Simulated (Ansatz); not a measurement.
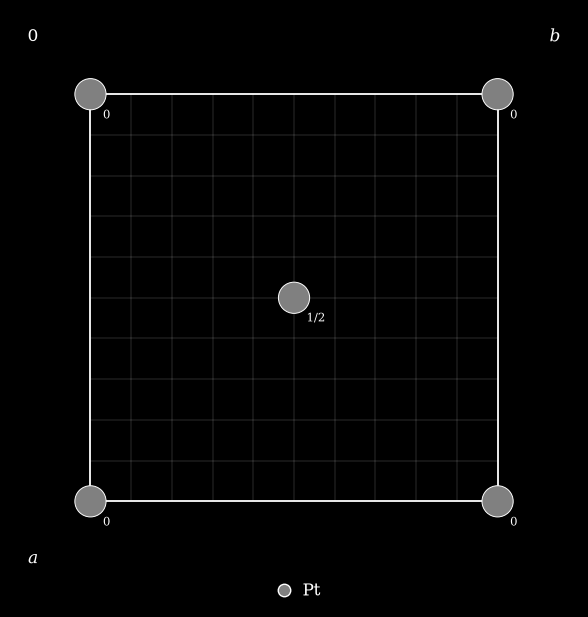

Plan of a unit cell projected along c (a down the page, b across); the numbers are heights as fractions of c, and atoms on the cell's edges are repeated. The grid marks tenths of a and b. Source: coordinates from a relaxation with DFT PBE, scalar-relativistic, plane waves, PAW in Ansatz; the starting structure was generated, so it need not be a known form of this composition. The drawing is computed from the coordinates (standard cell, symmetry found to 0.002 Å).

a = 3.401 Å, b = 3.401 Å, c = 2.736 Å, α = 90.00°, β = 90.00°, γ = 90.00°.

Q: What does the cell contain?

A: 2 Pt: Pt, Z = 2.

Q: Give the fractional coordinates of all atoms, to two places.

A:
| atom | x | y | z |
| --- | --- | --- | --- |
| Pt | 0.00 | 0.00 | 0.00 |
| Pt | 0.50 | 0.50 | 0.50 |
